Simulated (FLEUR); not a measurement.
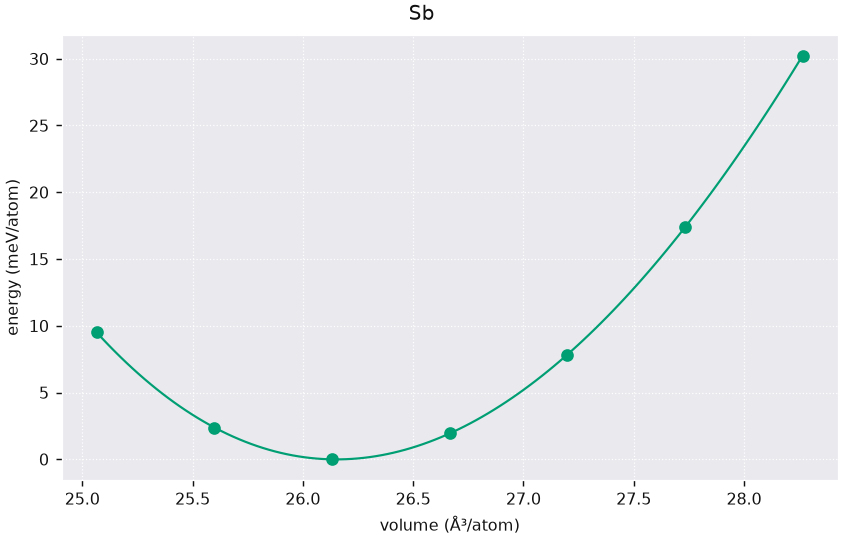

The figure shows the energy against volume for Sb, space group Fm-3m (No. 225).

The given structure:
```
Sb
1.0
     0.00000    2.37124    2.37124
     2.37124    0.00000    2.37124
     2.37124    2.37124    0.00000
Sb
1
Direct
  0.00000 0.00000 0.00000
```

How it was computed, with FLEUR MaX-R8.1 (later development tree): all-electron LAPW DFT, no spin polarisation; energies at scaled volumes of the given cell, shape and fractions fixed, counted from the fit's minimum, third-order Birch-Murnaghan fit. Level: PBEsol.

```csv
setting,value
k mesh,10×10×10
occupations,Fermi–Dirac
smearing width,0.05 eV
potentials,all electron
program settings,"basis FLAPW, kmax 4.1 1/bohr"
```

**What equilibrium volume and bulk modulus follow from the curve?**

A third-order Birch–Murnaghan fit gives V0 = 26.15 Å³/atom, B0 = 63.5 GPa and B′ = 3.3.

The computed values:

```
volume (Å³/atom)  energy (meV/atom)
           25.07               9.50
           25.60               2.36
           26.13               0.02
           26.67               1.95
           27.20               7.84
           27.73              17.36
           28.27              30.23
```
